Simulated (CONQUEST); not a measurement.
# Run report: Be, geometry relaxation (part 1 of 2)

Be (2 atoms in the cell), computed with Kohn-Sham DFT of a periodic cell, PBE, PseudoDojo NC PBE, no spin polarisation (CONQUEST 1.3).

The structure derives from a Materials Project entry. It belongs to a series of runs on one base structure; here: atoms of the box moved at random by about 0.05 A.

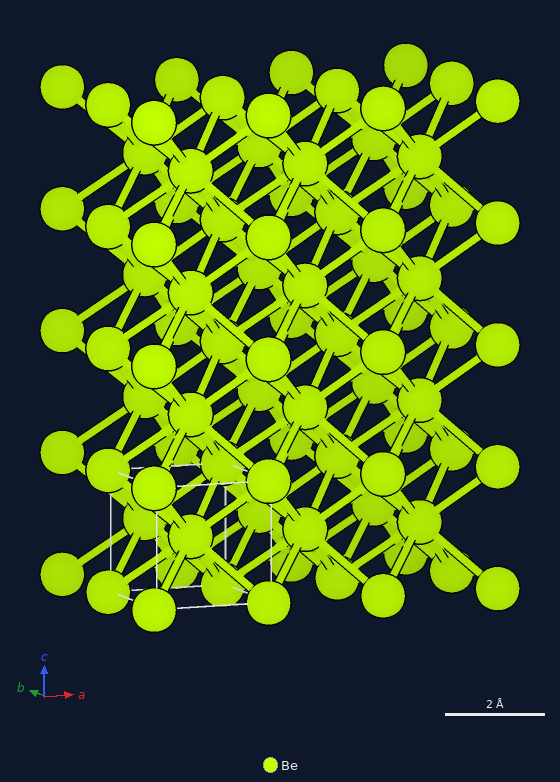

**Figure 1.** The input geometry (ball-and-stick view of the cell of the calculation, repeated 3 × 2 × 4, seen slightly off an axis). Near neighbours in the crystal (not all of them lie inside the picture): Be has 8 Be at 2.11 to 2.23 Å.

## Input
```
IO.Title Be
IO.Coordinates coords.dat
IO.FractionalAtomicCoords F
IO.Iprint 2
IO.Iprint_init 1
General.NumberOfSpecies 1
General.PseudopotentialType hamann
AtomMove.TypeOfRun sqnm
AtomMove.FullStress T
Grid.GridCutoff 80
DM.SolutionMethod diagon
Diag.MPMesh T
Diag.GammaCentred T
Diag.MPMeshX 6
Diag.MPMeshY 6
Diag.MPMeshZ 6
Diag.kT 0.00734986
minE.SCTolerance 1e-6
Diag.SmearingType 1
Diag.MPOrder 1
SC.MaxIters 100
IO.AtomChargeOutput T
AtomMove.NumSteps 30
AtomMove.WriteExtXYZ T
AtomMove.OutputFreq 1
AtomMove.WriteXSF F
AtomMove.MaxForceTol 1e-3
IO.DumpChargeDensity T
IO.DumpTotPot T
%block ChemicalSpeciesLabel
1 9.010 Be
%endblock
```

Machine: 1 thread of Intel Xeon @ 2.90GHz (Ice Lake), 16 GiB of memory available, shared host.

Launched with:
```bash
Conquest
```

## The program's output
```
Simulation cell dimensions:     4.7361 a0 x     4.7361 a0 x     4.7361 a0

      Atomic coordinates (a0)
         Atom         X         Y         Z  Species
            1    4.6575    0.0836    4.7063        1
            2    2.3446    2.3468    2.3668        1

         Monkhorst-Pack mesh:   6 x   6 x   6 gamma-centred
        This calculation includes non-local pseudopotentials,
         with a maximum core radius of      8.12093677

    Job title: Be
    Job to be run: SQNM atomic relaxation

    Ground state search:
      Support functions represented with PAO basis
      1:1 PAO to SF mapping
      Non-spin-polarised electrons
      Solving for the K matrix using diagonalisation
      Using order  1 Methfessel-Paxton smearing

    Integration grid size:     20 x   20 x   20

    Integration grid spacing:  0.237 a0 x 0.237 a0 x 0.237 a0

    Number of species:  1
    --------------------------------------------------------
    |   #  mass (au)  Charge (e)  SF Rad (a0)  NSF  Label  |
    --------------------------------------------------------
    |   1      9.010       4.000        8.525    5  Be     |
    --------------------------------------------------------
          SCF tolerance:                 0.00000100
          SCF iterations:               100

    The functional used will be GGA PBE96

           radial cut-off to be used is taken to be max PAO cut-off radius for this species:    8.120937

           greatest ang. mom. for making density from PAOs:  1
    Minimum blocs/proc is      125. Maximum blocs/proc is      125
    set_atom_dens: In set_atomic_density, electrons :       8.000000000000
 matrix_size & matrix_size_padH =           10          10

    Screened ion int: energy:     -11.432186661118 Ha

    sqnm: starting SQNM atomic relaxation
    sqnm: Tolerance:   0.0010 Ha/a0 Maximum steps:   30
      PulayMixSC: Starting Pulay mixing, A_up =  0.500 A_dn =  0.500
      PulayMixSC: Spin non-polarised calculation.
          Proc:     0 findFermi_fixspin: Warning! Diag.NElecLess >= total number of electrons for spin channel  1 setting it equal to number of electrons, but this is slow and you may want to change it to something smaller.
          Harris-Foulkes Energy            :       -27.878555075435486 Ha
          Free Energy (E-TS)               :       -27.878646324624253 Ha
      PulayMixSC: Pulay iteration     1 residual:              0.64092E-02
          Proc:     0 findFermi_fixspin: Warning! Diag.NElecLess >= total number of electrons for spin channel  1 setting it equal to number of electrons, but this is slow and you may want to change it to something smaller.
          Harris-Foulkes Energy            :       -27.877620820029083 Ha
          Free Energy (E-TS)               :       -27.877711469296809 Ha
      PulayMixSC: Pulay iteration     2 residual:              0.30966E-02
          Proc:     0 findFermi_fixspin: Warning! Diag.NElecLess >= total number of electrons for spin channel  1 setting it equal to number of electrons, but this is slow and you may want to change it to something smaller.
          Harris-Foulkes Energy            :       -27.877347629098185 Ha
          Free Energy (E-TS)               :       -27.877438269398688 Ha
      PulayMixSC: Pulay iteration     3 residual:              0.62513E-04
          Proc:     0 findFermi_fixspin: Warning! Diag.NElecLess >= total number of electrons for spin channel  1 setting it equal to number of electrons, but this is slow and you may want to change it to something smaller.
          Harris-Foulkes Energy            :       -27.877347515857618 Ha
          Free Energy (E-TS)               :       -27.877438006030072 Ha
      PulayMixSC: Pulay iteration     4 residual:              0.64366E-05
          Proc:     0 findFermi_fixspin: Warning! Diag.NElecLess >= total number of electrons for spin channel  1 setting it equal to number of electrons, but this is slow and you may want to change it to something smaller.
          Harris-Foulkes Energy            :       -27.877347136341815 Ha
          Free Energy (E-TS)               :       -27.877437626638745 Ha
      PulayMixSC: Pulay iteration     5 residual:              0.98478E-06
      PulayMixSC: Reached SCF tolerance of  0.98478E-06 after      5 iterations
      | Number of electrons      =         8.000004
      | GS Energy with kT -> 0   =       -27.877407463206435 Ha
      | Free Energy as E-TS      =       -27.877437626638745 Ha
      |* Harris-Foulkes energy   =       -27.877347136341815 Ha
      |* DFT total energy        =       -27.877347136279699 Ha

      force: Forces on atoms (Ha/a0)
      force:  Atom   X              Y              Z
      force:     1  -0.0007711895  -0.0024846154   0.0013253501
      force:     2  -0.0075683376   0.0026897635  -0.0020492061

      force: Maximum force :        0.00756834(Ha/a0) on atom         2 in x direction
      force: Force Residual:        0.00621444 Ha/a0
      force: Total stress:         -3.86522234     1.19325787    -0.02719192 GPa
                             1.19325787    -4.12789776     0.41805219
                            -0.02719192     0.41805219    -3.22225382
      force: Average pressure:      3.73845797 GPa

      get_E_and_F: Change in energy during last step of electronic optimisation:  0.37952E-06

    GeomOpt - Iter:    0 MaxF:   0.00756834 Ha/a0 E:     -27.87734714 Ha dE:     0.00000000 Ha

      back_lm: Initial energy is       -27.877347 Ha
      PulayMixSC: Starting Pulay mixing, A_up =  0.500 A_dn =  0.500
      PulayMixSC: Spin non-polarised calculation.
          Proc:     0 findFermi_fixspin: Warning! Diag.NElecLess >= total number of electrons for spin channel  1 setting it equal to number of electrons, but this is slow and you may want to change it to something smaller.
          Harris-Foulkes Energy            :       -27.877425203757877 Ha
          Free Energy (E-TS)               :       -27.877516711535691 Ha
      PulayMixSC: Pulay iteration     1 residual:              0.44392E-04
          Proc:     0 findFermi_fixspin: Warning! Diag.NElecLess >= total number of electrons for spin channel  1 setting it equal to number of electrons, but this is slow and you may want to change it to something smaller.
          Harris-Foulkes Energy            :       -27.877424618712567 Ha
          Free Energy (E-TS)               :       -27.877516024166550 Ha
      PulayMixSC: Pulay iteration     2 residual:              0.16714E-04
          Proc:     0 findFermi_fixspin: Warning! Diag.NElecLess >= total number of electrons for spin channel  1 setting it equal to number of electrons, but this is slow and you may want to change it to something smaller.
          Harris-Foulkes Energy            :       -27.877424609843519 Ha
          Free Energy (E-TS)               :       -27.877515961015561 Ha
      PulayMixSC: Pulay iteration     3 residual:              0.16349E-05
          Proc:     0 findFermi_fixspin: Warning! Diag.NElecLess >= total number of electrons for spin channel  1 setting it equal to number of electrons, but this is slow and you may want to change it to something smaller.
          Harris-Foulkes Energy            :       -27.877424412996696 Ha
          Free Energy (E-TS)               :       -27.877515762279543 Ha
      PulayMixSC: Pulay iteration     4 residual:              0.43519E-07
      PulayMixSC: Reached SCF tolerance of  0.43519E-07 after      4 iterations
      | Number of electrons      =         8.000002
      | GS Energy with kT -> 0   =       -27.877485312518594 Ha
      | Free Energy as E-TS      =       -27.877515762279543 Ha
      |* Harris-Foulkes energy   =       -27.877424412996696 Ha
      |* DFT total energy        =       -27.877424412995257 Ha
      get_E_and_F: Change in energy during last step of electronic optimisation:  0.19685E-06

      force: Forces on atoms (Ha/a0)
      force:  Atom   X              Y              Z
      force:     1  -0.0021220561  -0.0014780204   0.0002679542
      force:     2  -0.0092272823   0.0027038698  -0.0021969584

      force: Maximum force :        0.00922728(Ha/a0) on atom         2 in x direction
      force: Force Residual:        0.00721248 Ha/a0
      force: Total stress:      -3820.65448819    -2.45289164    -0.08396019 GPa
                            -2.45204513 -3818.09344100    -1.05207244
                            -0.08328783    -1.05265555 -3820.66953832
      force: Average pressure:   3819.80582250 GPa

      back_lm: Exit after    1 iterations with energy       -27.877424 Ha

      Simulation cell dimensions:     4.7361 a0 x     4.7361 a0 x     4.7361 a0

      Atomic coordinates (a0)
         Atom         X         Y         Z  Species
            1    4.6567    0.0811    4.7076        1
            2    2.3371    2.3495    2.3648        1
    sqnm: search direction has magnitude          0.00487048

    GeomOpt - Iter:    1 MaxF:   0.00922728 Ha/a0 E:     -27.87742441 Ha dE:    -0.00007728 Ha

    Force Residual:              0.00721248 Ha/a0
    Maximum force:               0.00922728 Ha/a0
    Force tolerance:             0.00100000 Ha/a0
    Energy change:              -0.00007728 Ha
      single_step: initial energy is       -27.877424 Ha
      PulayMixSC: Starting Pulay mixing, A_up =  0.500 A_dn =  0.500
      PulayMixSC: Spin non-polarised calculation.
          Proc:     0 findFermi_fixspin: Warning! Diag.NElecLess >= total number of electrons for spin channel  1 setting it equal to number of electrons, but this is slow and you may want to change it to something smaller.
          Harris-Foulkes Energy            :       -27.877486481978117 Ha
          Free Energy (E-TS)               :       -27.877578749772105 Ha
      PulayMixSC: Pulay iteration     1 residual:              0.26022E-04
          Proc:     0 findFermi_fixspin: Warning! Diag.NElecLess >= total number of electrons for spin channel  1 setting it equal to number of electrons, but this is slow and you may want to change it to something smaller.
          Harris-Foulkes Energy            :       -27.877486807956906 Ha
          Free Energy (E-TS)               :       -27.877579020876162 Ha
[... 53 further cycles ...]
      PulayMixSC: Pulay iteration     2 residual:              0.11781E-04
          Proc:     0 findFermi_fixspin: Warning! Diag.NElecLess >= total number of electrons for spin channel  1 setting it equal to number of electrons, but this is slow and you may want to change it to something smaller.
          Harris-Foulkes Energy            :       -27.878670470829668 Ha
          Free Energy (E-TS)               :       -27.878824665851948 Ha
      PulayMixSC: Pulay iteration     3 residual:              0.11424E-05
          Proc:     0 findFermi_fixspin: Warning! Diag.NElecLess >= total number of electrons for spin channel  1 setting it equal to number of electrons, but this is slow and you may want to change it to something smaller.
          Harris-Foulkes Energy            :       -27.878670574429620 Ha
          Free Energy (E-TS)               :       -27.878824770683011 Ha
      PulayMixSC: Pulay iteration     4 residual:              0.11066E-07
      PulayMixSC: Reached SCF tolerance of  0.11066E-07 after      4 iterations
      | Number of electrons      =         7.999996
      | GS Energy with kT -> 0   =       -27.878773371931878 Ha
      | Free Energy as E-TS      =       -27.878824770683011 Ha
      |* Harris-Foulkes energy   =       -27.878670574429620 Ha
      |* DFT total energy        =       -27.878670574429869 Ha
      get_E_and_F: Change in energy during last step of electronic optimisation: -0.10360E-06

      force: Forces on atoms (Ha/a0)
      force:  Atom   X              Y              Z
      force:     1  -0.0001750171  -0.0011606186   0.0006550626
      force:     2   0.0003704166  -0.0013263462   0.0001711678

      force: Maximum force :        0.00132635(Ha/a0) on atom         2 in y direction
      force: Force Residual:        0.00136610 Ha/a0
      force: Total stress:      -3820.21308296    -0.00560829    -0.00559511 GPa
                            -0.00558278 -3818.44506958    -0.00940215
                            -0.00559365    -0.00947705 -3820.20918396
      force: Average pressure:   3819.62244550 GPa

      Simulation cell dimensions:     4.7361 a0 x     4.7361 a0 x     4.7361 a0

      Atomic coordinates (a0)
         Atom         X         Y         Z  Species
            1    4.6179    0.0368    4.6137        1
            2    2.2479    2.4057    2.2473        1
    sqnm: search direction has magnitude          0.02584266

    GeomOpt - Iter:   15 MaxF:   0.00132635 Ha/a0 E:     -27.87867057 Ha dE:    -0.00003200 Ha
```
